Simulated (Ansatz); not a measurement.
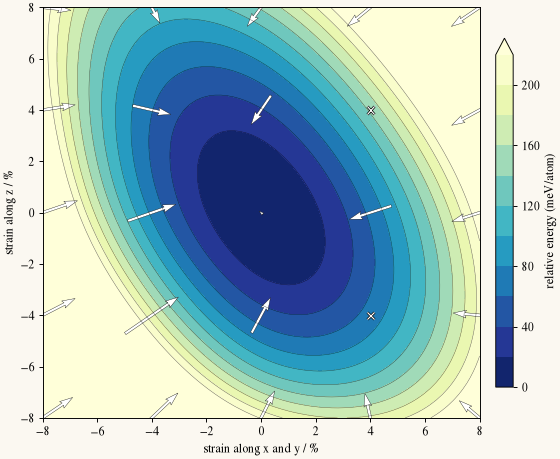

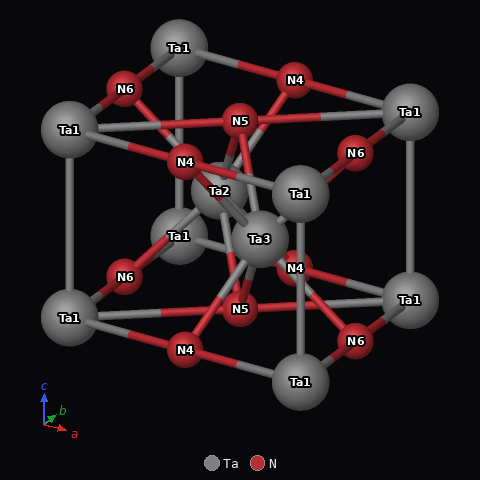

Energy landscape of TaN (P6/mmm, No. 191; 6 atoms in the cell). 
- The cell is strained homogeneously, by one strain along x and y and another along z, with fractional coordinates fixed (x along [1 0 0], z along [0 0 1] of the conventional cell).
- First axis: strain along x and y. Second axis: strain along z.
- The scan uses a 5 × 5 grid. At 2 points there is no value.
- Points are written as (first, second).
- Energies: meV/atom, counted from the lowest grid point.
- All numbers below come from DFT PBEsol, scalar-relativistic, plane waves, PAW (Ansatz). Settings: cutoff 420 eV, k-mesh 12×12×16 in the order of the run's cell vectors, gaussian smearing 0.15 eV, no spin polarisation.

In the figure: filled contours, crosses at grid points without a value, arrows along the force (downhill), their lengths compressed, one colour for all values above the top of the scale. Between grid points the surface is interpolated. The second picture is the structure at the lowest point

**Describe this landscape.**

The lowest grid point is at (0 %, 0 %). It is the only kind of minimum in the scanned range. The highest grid point, (−8 %, −8 %), lies 860 meV/atom above the lowest. Round the minimum the valley is somewhat tilted: raising strain along x and y shifts the best value of strain along z downwards (coupling k₁₂/√(k₁₁k₂₂) about 0.5).
